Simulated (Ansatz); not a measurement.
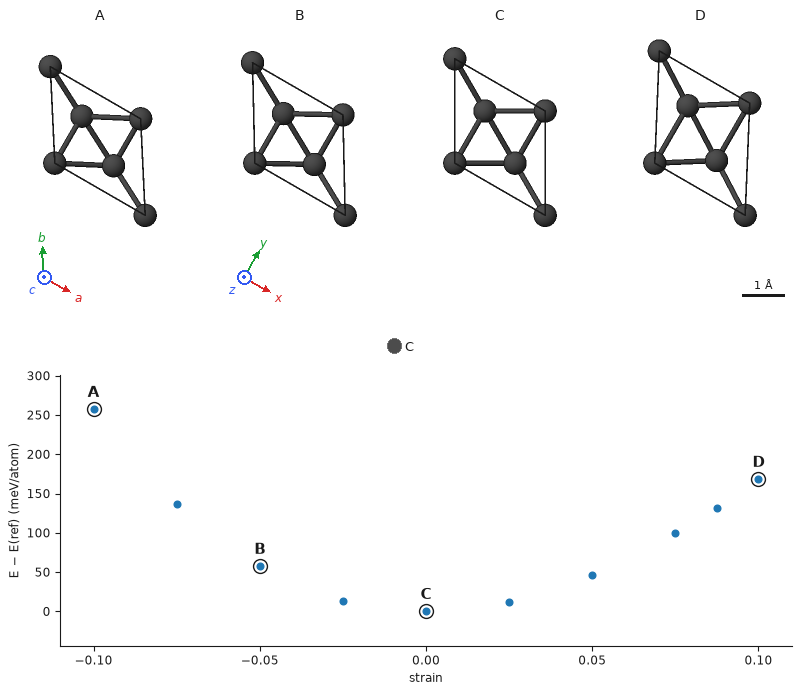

A crystal of C (R-3m): the cell is strained along y alone, with the atoms kept at their fractional coordinates. x, y and z are the Cartesian axes of the input. The lettered frames are marked on the plot. A ball-and-stick model of the conventional cell (3 times the calculation's cell), seen along the c axis. Lengths and directions refer to the drawn axes.

Level of theory: DFT PBE, scalar-relativistic, plane waves, PAW in Ansatz. (plane-wave cutoff 420 eV; k-point mesh 12 × 12 × 12; occupations gaussian; smearing width 0.05 eV; no spin polarisation). Energies (free energies at the smearing named) are counted from the relaxed crystal.

Q: Describe the profile.

A: The lowest computed point lies at the strain 0.00 (0.0 meV/atom). The end points stand at 257.2 meV/atom (−0.10) and 168.2 meV/atom (0.10). The distortion takes the space group from R-3m to C2/m. At the strain −0.10 the cell of the drawing goes b 2.521 → 2.335 Å, γ 120.0° → 122.7°.
